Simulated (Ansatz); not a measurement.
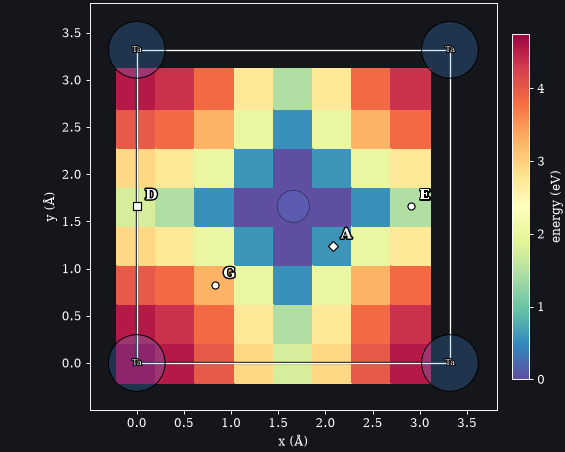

C on a Ta(100) slab cut from the Im-3m phase, its upper half relaxed before the scan (4 atoms of substrate and one adsorbate in a 1 × 1 cell). C is moved over the surface cell; relaxed at each place: the height of the adsorbate's atoms; substrate rigid; the origin of the map has the adsorbate above Ta4. Places are given modulo a cell vector. The map is drawn in real space over the plane of the surface. The scan uses an 8 × 8 grid; 15 points were computed and 49 follow by symmetry. Energies are in eV, from the lowest grid point. With one adsorbate in each 1 × 1 cell, its nearest image is 3.3 Å away, so neighbouring adsorbates interact. The calculation used DFT PBE, scalar-relativistic, plane waves, PAW (Ansatz 0.2.0). Settings: cutoff 420 eV, k-mesh 8×8×1, gaussian smearing 0.1 eV, no spin polarisation.

In the figure: one coloured cell a grid point, labelled circles for the atoms of the top layer and small ones for the second layer, the outline of one cell of the plane, lettered points.

Is G the lowest point of the computed grid?

Answer. No. G lies 3.27 eV above the lowest grid point, which is at a fourfold hollow over a second-layer Ta atom, (4/8, 4/8) of the cell vectors.

What kind of point is each of D, G: minimum, saddle, maximum or slope?

Answer. D: saddle point; G: on a slope. (In these two coordinates alone; a stationary point may lie a little off the grid point.)

PAW datasets: the set soft_1.
